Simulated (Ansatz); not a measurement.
# Geometry relaxation of W (part 3 of 3)

Continued. System: W (slab, 16 atoms in the cell). Method: DFT PBE+D3(BJ), scalar-relativistic, plane waves, PAW, no spin polarisation (Ansatz 0.2.0); cutoff 420 eV, 3×3×1 k-mesh, Gaussian smearing of 0.1 eV. The structure derives from an entry of the Crystallography Open Database. The input holds or restrains some coordinates. Forces given for the steps count only the free coordinates. It belongs to a series of runs on one base structure; here: clean slab, lower planes held.

Geometry of the input (Å; fractional positions):
```
6.3187  0.0000  0.0000
0.0000  6.3187  0.0000
0.0000  0.0000  20.7391
W  0.2500  0.7500  0.3857
W  0.2500  0.2500  0.3857
W  0.7500  0.7500  0.3857
W  0.7500  0.2500  0.3857
W  0.5000  0.5000  0.4619
W  0.5000  0.0000  0.4619
W  0.0000  0.5000  0.4619
W  0.0000  0.0000  0.4619
W  0.7500  0.2500  0.5381
W  0.7500  0.7500  0.5381
W  0.2500  0.2500  0.5381
W  0.2500  0.7500  0.5381
W  0.0000  0.0000  0.6143
W  0.0000  0.5000  0.6143
W  0.5000  0.0000  0.6143
W  0.5000  0.5000  0.6143
```

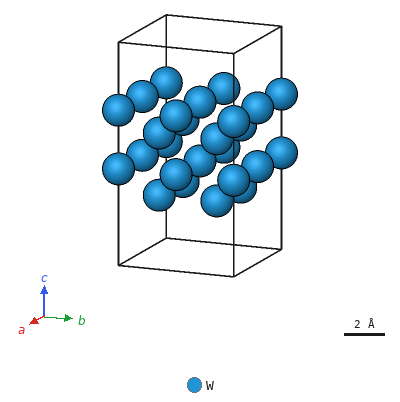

The geometry at step 3 of the log (spheres-only view of the cell of the calculation, with the vacuum cut short, seen slightly off an axis).

Output, continued:
```
  k-point 1: bands = ["-69.6509", "-69.6191", "-69.5925", "-69.5879", "-69.5676", "-69.5577", "-69.5533", "-69.5498", "-69.5247", "-69.5225", "-69.4977", "-69.4928", "-69.4649", "-69.4603", "-69.4372", "-69.4074", "-34.4315", "-34.4217", "-34.4131", "-34.3879", "-34.3738", "-34.3469", "-34.2713", "-34.2028", "-34.1792", "-34.1759", "-34.1657", "-34.1208", "-34.0723", "-34.0423", "-34.0416", "-34.0295", "-33.9770", "-33.8945", "-33.8735", "-33.8453", "-33.8227", "-33.8210", "-33.7920", "-33.7817", "-33.7682", "-33.7483", "-33.6938", "-33.6894", "-33.6573", "-33.6251", "-33.5984", "-33.5620", "-33.5535", "-33.5415", "-33.5126", "-33.4964", "-33.4901", "-33.4900", "-33.4479", "-33.3934", "-33.3732", "-33.3367", "-33.3299", "-33.3146", "-33.3138", "-33.3116", "-33.2792", "-33.2665", "-3.6024", "-2.2031", "-1.4874", "-1.1296", "-0.7923", "-0.7212", "-0.6152", "-0.5754", "-0.5059", "-0.3309", "-0.0808", "0.0961", "0.1186", "0.2244", "0.3536", "0.6783", "0.7905", "0.9585", "1.2313", "1.2603", "1.3517", "1.3789", "1.3972", "1.5617", "1.5701", "1.7839", "1.9432", "1.9949", "2.0573", "2.5792", "2.6156", "2.6461", "2.6766", "2.7803", "2.9016", "3.0047", "3.1086", "3.4080", "3.4284", "3.6093", "3.6556", "3.6653", "3.7812", "3.8127", "3.8852", "3.9070", "4.1674", "4.3455", "4.4122", "4.4227", "4.4249", "4.5203", "4.5393", "4.7194", "4.9517", "5.4252", "5.4362", "5.5080", "5.6203", "5.6812", "5.8436", "5.8846", "6.0066", "6.0442", "6.0649", "6.0917", "6.2105", "6.2706", "6.2907", "6.4131", "6.5946"]
  k-point 2: bands = ["-69.6395", "-69.6124", "-69.6124", "-69.5973", "-69.5586", "-69.5503", "-69.5488", "-69.5488", "-69.5251", "-69.5197", "-69.5197", "-69.5048", "-69.4512", "-69.4408", "-69.4408", "-69.4163", "-34.3798", "-34.3798", "-34.3752", "-34.3188", "-34.2927", "-34.2927", "-34.2578", "-34.2457", "-34.1912", "-34.1755", "-34.1755", "-34.1748", "-34.0884", "-34.0884", "-34.0604", "-34.0560", "-34.0336", "-33.9220", "-33.8794", "-33.8794", "-33.8668", "-33.8618", "-33.8509", "-33.8509", "-33.7881", "-33.6999", "-33.6999", "-33.6435", "-33.5805", "-33.5805", "-33.5704", "-33.5531", "-33.5522", "-33.5472", "-33.5472", "-33.5080", "-33.4965", "-33.4524", "-33.4471", "-33.4471", "-33.3420", "-33.3283", "-33.3283", "-33.3060", "-33.3020", "-33.3020", "-33.2942", "-33.2749", "-3.0368", "-1.7223", "-1.7223", "-1.0048", "-0.9610", "-0.4740", "-0.4740", "-0.0657", "0.0094", "0.1610", "0.1610", "0.2000", "0.5392", "0.6694", "0.6876", "0.6876", "0.7975", "0.7975", "0.9402", "1.0534", "1.2433", "1.4292", "1.4292", "1.5492", "1.5765", "1.6571", "1.6571", "1.9817", "2.0134", "2.0148", "2.1253", "2.2423", "2.2423", "2.4655", "2.5057", "2.5057", "2.5323", "2.9038", "2.9038", "3.5565", "3.5565", "3.5730", "3.6829", "3.7258", "3.8327", "3.8714", "3.8714", "4.0178", "4.0178", "4.0402", "4.2386", "4.4281", "4.5893", "4.7867", "4.8271", "4.8271", "5.0904", "5.5721", "5.5721", "5.6142", "5.6142", "5.6489", "5.7355", "5.9827", "5.9827", "6.0934", "6.1356", "6.4228", "6.5516", "6.6570", "6.6570"]
--- Relaxed structure (5 steps of the walk, 4 accepted, 0 SCFs on fresh bases) ---
  F+E_penalty+E_count = -166143.20981483 eV   max|allowed force component| = 1.302e-2 eV/Å
  atoms:
    - { symbol: W, position: [0.25, 0.7499999999999999, 0.38574549930000007] }
    - { symbol: W, position: [0.25, 0.25, 0.38574549930000007] }
    - { symbol: W, position: [0.7499999999999999, 0.7499999999999999, 0.38574549930000007] }
    - { symbol: W, position: [0.7499999999999999, 0.25, 0.38574549930000007] }
    - { symbol: W, position: [0.5, 0.5, 0.46191516640000013] }
    - { symbol: W, position: [0.5, 0.0, 0.46191516640000013] }
    - { symbol: W, position: [0.0, 0.5, 0.46191516640000013] }
    - { symbol: W, position: [0.0, 0.0, 0.46191516640000013] }
    - { symbol: W, position: [0.7499999999999999, 0.25, 0.5417508207573791] }
    - { symbol: W, position: [0.7499999999999999, 0.7499999999999999, 0.5417508207573791] }
    - { symbol: W, position: [0.25, 0.25, 0.5417508207573791] }
    - { symbol: W, position: [0.25, 0.7499999999999999, 0.5417508207573791] }
    - { symbol: W, position: [-2.628876113651305e-18, -8.058045249655113e-34, 0.6101319700709151] }
    - { symbol: W, position: [-2.6288761136513055e-18, 0.5, 0.6101319700709151] }
    - { symbol: W, position: [0.5, -1.0520225742605288e-33, 0.6101319700709151] }
    - { symbol: W, position: [0.5, 0.5, 0.6101319700709151] }
```

Trajectory as extended XYZ (Å, eV, eV/Å), 5 frames, from step=1 to step=5:
```
16
Lattice="6.3187 0.0000 0.0000 0.0000 6.3187 0.0000 0.0000 0.0000 20.7391" Properties=species:S:1:pos:R:3:forces:R:3 step=1 energy=-166142.61129
W     1.5797    4.7391    8.0000    0.0000   0.0000   1.6493
W     1.5797    1.5797    8.0000    0.0000   0.0000   1.6493
W     4.7391    4.7391    8.0000    0.0000   0.0000   1.6493
W     4.7391    1.5797    8.0000    0.0000   0.0000   1.6493
W     3.1594    3.1594    9.5797    0.0000   0.0000  -2.0549
W     3.1594    0.0000    9.5797    0.0000   0.0000  -2.0549
W     0.0000    3.1594    9.5797    0.0000   0.0000  -2.0549
W     0.0000    0.0000    9.5797    0.0000   0.0000  -2.0549
W     4.7391    1.5797   11.1594    0.0000   0.0000   2.0548
W     4.7391    4.7391   11.1594    0.0000   0.0000   2.0548
W     1.5797    1.5797   11.1594    0.0000   0.0000   2.0548
W     1.5797    4.7391   11.1594    0.0000   0.0000   2.0548
W     0.0000    0.0000   12.7391    0.0000   0.0000  -1.6492
W     0.0000    3.1594   12.7391    0.0000   0.0000  -1.6492
W     3.1594    0.0000   12.7391    0.0000   0.0000  -1.6492
W     3.1594    3.1594   12.7391    0.0000   0.0000  -1.6492
16
Lattice="6.3187 0.0000 0.0000 0.0000 6.3187 0.0000 0.0000 0.0000 20.7391" Properties=species:S:1:pos:R:3:forces:R:3 step=2 energy=-166142.22413 accepted=F
W     1.5797    4.7391    8.0000    0.0000   0.0000   2.1197
W     1.5797    1.5797    8.0000    0.0000   0.0000   2.1197
W     4.7391    4.7391    8.0000    0.0000   0.0000   2.1197
W     4.7391    1.5797    8.0000    0.0000   0.0000   2.1197
W     3.1594    3.1594    9.5797    0.0000   0.0000  -1.9352
W     3.1594    0.0000    9.5797    0.0000   0.0000  -1.9352
W     0.0000    3.1594    9.5797    0.0000   0.0000  -1.9352
W     0.0000    0.0000    9.5797    0.0000   0.0000  -1.9352
W     4.7391    1.5797   11.3281    0.0000   0.0000  -2.6435
W     4.7391    4.7391   11.3281    0.0000   0.0000  -2.6435
W     1.5797    1.5797   11.3281    0.0000   0.0000  -2.6435
W     1.5797    4.7391   11.3281    0.0000   0.0000  -2.6435
W     0.0000    0.0000   12.5444    0.0000   0.0000   2.4571
W     0.0000    3.1594   12.5444    0.0000   0.0000   2.4571
W     3.1594    0.0000   12.5444    0.0000   0.0000   2.4571
W     3.1594    3.1594   12.5444    0.0000   0.0000   2.4571
16
Lattice="6.3187 0.0000 0.0000 0.0000 6.3187 0.0000 0.0000 0.0000 20.7391" Properties=species:S:1:pos:R:3:forces:R:3 step=3 energy=-166143.20506
W     1.5797    4.7391    8.0000    0.0000   0.0000   1.8505
W     1.5797    1.5797    8.0000    0.0000   0.0000   1.8505
W     4.7391    4.7391    8.0000    0.0000   0.0000   1.8505
W     4.7391    1.5797    8.0000    0.0000   0.0000   1.8505
W     3.1594    3.1594    9.5797    0.0000   0.0000  -1.8545
W     3.1594    0.0000    9.5797    0.0000   0.0000  -1.8545
W     0.0000    3.1594    9.5797    0.0000   0.0000  -1.8545
W     0.0000    0.0000    9.5797    0.0000   0.0000  -1.8545
W     4.7391    1.5797   11.2412    0.0000   0.0000  -0.1586
W     4.7391    4.7391   11.2412    0.0000   0.0000  -0.1586
W     1.5797    1.5797   11.2412    0.0000   0.0000  -0.1586
W     1.5797    4.7391   11.2412    0.0000   0.0000  -0.1586
W     0.0000    0.0000   12.6442    0.0000   0.0000   0.1625
W     0.0000    3.1594   12.6442    0.0000   0.0000   0.1625
W     3.1594    0.0000   12.6442    0.0000   0.0000   0.1625
W     3.1594    3.1594   12.6442    0.0000   0.0000   0.1625
16
Lattice="6.3187 0.0000 0.0000 0.0000 6.3187 0.0000 0.0000 0.0000 20.7391" Properties=species:S:1:pos:R:3:forces:R:3 step=4 energy=-166143.20971
W     1.5797    4.7391    8.0000    0.0000   0.0000   1.8410
W     1.5797    1.5797    8.0000    0.0000   0.0000   1.8410
W     4.7391    4.7391    8.0000    0.0000   0.0000   1.8410
W     4.7391    1.5797    8.0000    0.0000   0.0000   1.8410
W     3.1594    3.1594    9.5797    0.0000   0.0000  -1.8199
W     3.1594    0.0000    9.5797    0.0000   0.0000  -1.8199
W     0.0000    3.1594    9.5797    0.0000   0.0000  -1.8199
W     0.0000    0.0000    9.5797    0.0000   0.0000  -1.8199
W     4.7391    1.5797   11.2392    0.0000   0.0000  -0.0338
W     4.7391    4.7391   11.2392    0.0000   0.0000  -0.0338
W     1.5797    1.5797   11.2392    0.0000   0.0000  -0.0338
W     1.5797    4.7391   11.2392    0.0000   0.0000  -0.0338
W     0.0000    0.0000   12.6553    0.0000   0.0000   0.0124
W     0.0000    3.1594   12.6553    0.0000   0.0000   0.0124
W     3.1594    0.0000   12.6553    0.0000   0.0000   0.0124
W     3.1594    3.1594   12.6553    0.0000   0.0000   0.0124
16
Lattice="6.3187 0.0000 0.0000 0.0000 6.3187 0.0000 0.0000 0.0000 20.7391" Properties=species:S:1:pos:R:3:forces:R:3 step=5 energy=-166143.20982
W     1.5797    4.7391    8.0000    0.0000   0.0000   1.8298
W     1.5797    1.5797    8.0000    0.0000   0.0000   1.8298
W     4.7391    4.7391    8.0000    0.0000   0.0000   1.8298
W     4.7391    1.5797    8.0000    0.0000   0.0000   1.8298
W     3.1594    3.1594    9.5797    0.0000   0.0000  -1.8451
W     3.1594    0.0000    9.5797    0.0000   0.0000  -1.8451
W     0.0000    3.1594    9.5797    0.0000   0.0000  -1.8451
W     0.0000    0.0000    9.5797    0.0000   0.0000  -1.8451
W     4.7391    1.5797   11.2354    0.0000   0.0000   0.0130
W     4.7391    4.7391   11.2354    0.0000   0.0000   0.0130
W     1.5797    1.5797   11.2354    0.0000   0.0000   0.0130
W     1.5797    4.7391   11.2354    0.0000   0.0000   0.0130
W     0.0000    0.0000   12.6536    0.0000   0.0000   0.0023
W     0.0000    3.1594   12.6536    0.0000   0.0000   0.0023
W     3.1594    0.0000   12.6536    0.0000   0.0000   0.0023
W     3.1594    3.1594   12.6536    0.0000   0.0000   0.0023
```

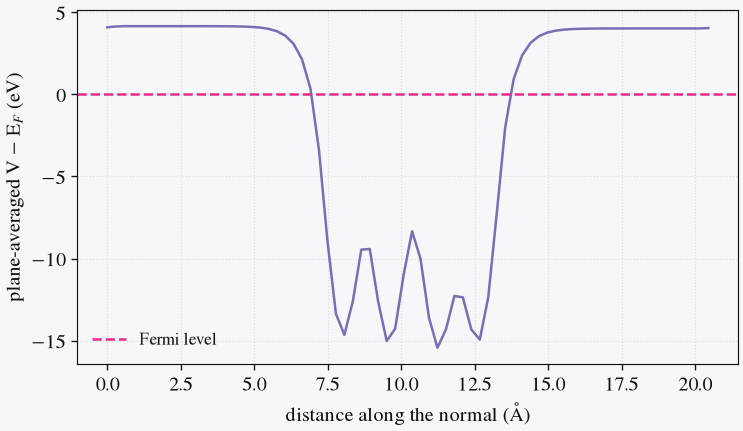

Plane average of the electrostatic potential energy of an electron across the cell, from the Fermi level. The vacuum level lies 4.02 eV above the Fermi level on the upper side and 4.16 eV on the lower.

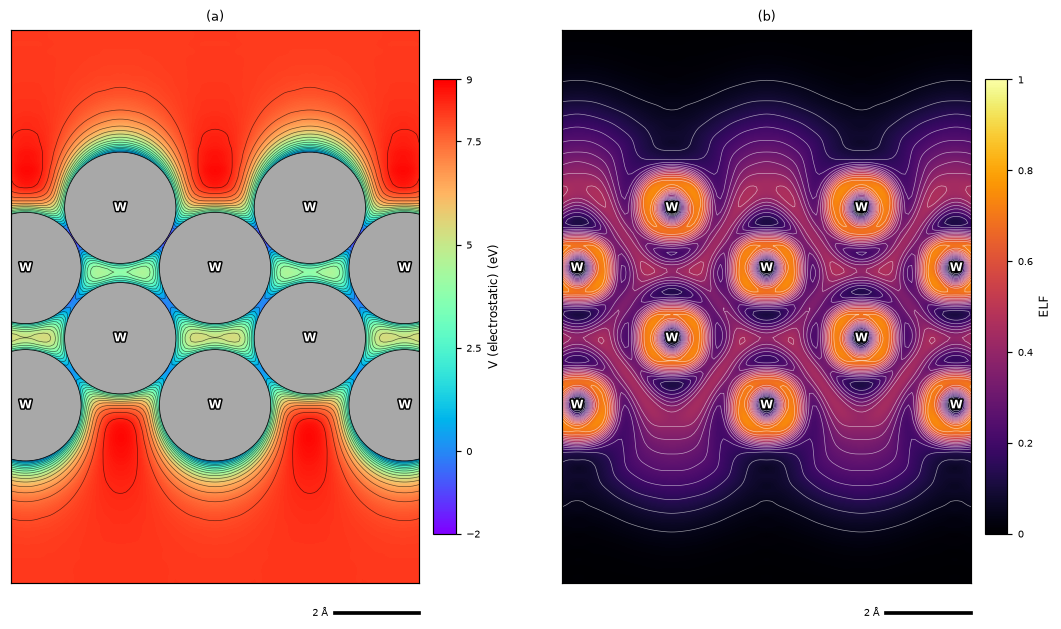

(a) electrostatic potential energy of an electron; (b) electron localisation function on the (11̄0) plane of the calculation cell, a cut from vacuum to vacuum. Grey discs, where drawn, cover atomic cores. The section cuts through W sites. W–W (2.65 Å): the ELF is about 0.45 at the midpoint, as expected for metallic bonding. W–W (2.74 Å): the ELF is about 0.45 at the midpoint (metallic bonding. W–W (2.78 Å): the ELF is about 0.35 at the midpoint, as expected for metallic bonding. The strong features right at W lie inside the PAW spheres (semicore, d or f shells) and say nothing about bonding. The fields are those of the smooth PAW valence density.

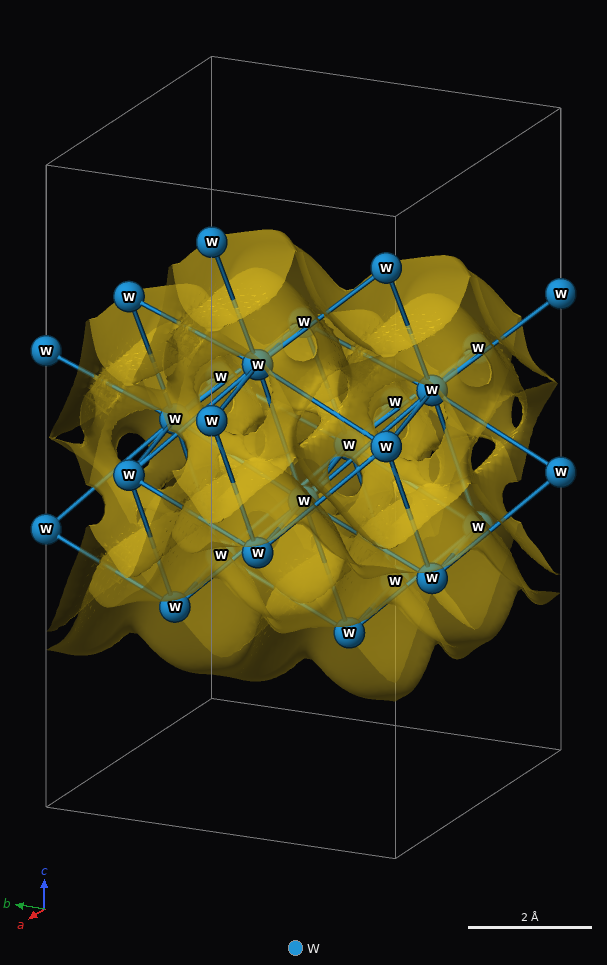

Isosurface of the electron localisation function at 0.4 (yellow), seen at an oblique angle. Core shells and regions of very low density are left out. Sticks mark near contacts. The ELF exceeds this value in sheets that run through the cell in two directions, counted in one cell of 16 atoms. Along the contacts the grid gives the following. W–W (2.65 Å): the ELF is about 0.45 at the midpoint, which marks metallic bonding. W–W (2.74 Å): the ELF is about 0.45 at the midpoint, as expected for nearly free electrons, as in a simple metal.
